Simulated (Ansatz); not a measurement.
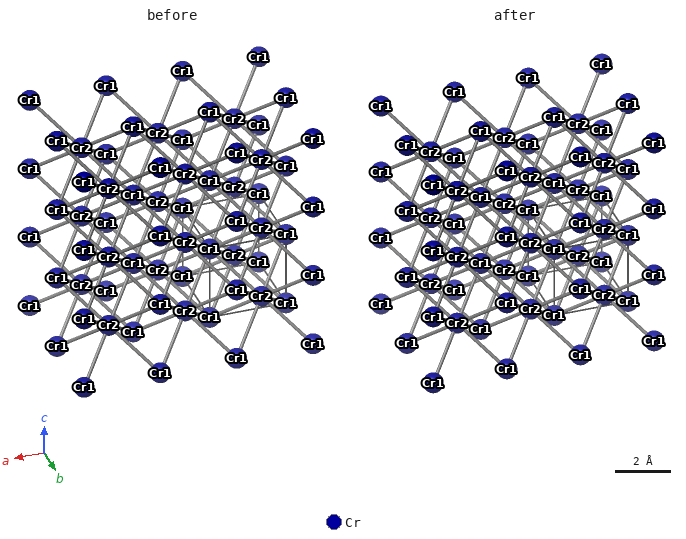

The structure of crystalline Cr (set up in Im-3m) (coarse preliminary run) before (left) and after (right) a relaxation, at one scale.

Style: ball-and-stick. Shown: the cell of the calculation, repeated 3 × 2 × 3 with one cell outlined, from a free direction.

Method: DFT PBE, scalar-relativistic, plane waves, PAW (Ansatz 0.2.0). Set-up: plane-wave cutoff 420 eV; k-point mesh 6 × 6 × 6; occupations gaussian; smearing width 0.1 eV; collinear spin; cell and atoms relaxed; force threshold 0.05 eV/Å; at most 80 steps.

Question: What changed between the two?

Answer: No atom moves by more than 0.005 Å relative to the cell. The volume changes by −10.3 %, with a = b = c 2.969 → 2.863 Å (−3.6 %). Some distances before and after: Cr1–Cr2 2.571 → 2.480 Å. The space group stays Im-3m (No. 229). After 3 accepted moves (4 points after the start) the energy has fallen by 67.7 meV per atom. All forces vanish by symmetry, so only the cell relaxes. Pressure: −13.78 GPa at the start and −0.07 GPa at the end. The SCF was repeated once at an unchanged geometry on a basis and grid sized afresh for the cell, which shifted the energy by 0.7 meV per atom at most. The run took roughly 8 core-seconds on a shared host.
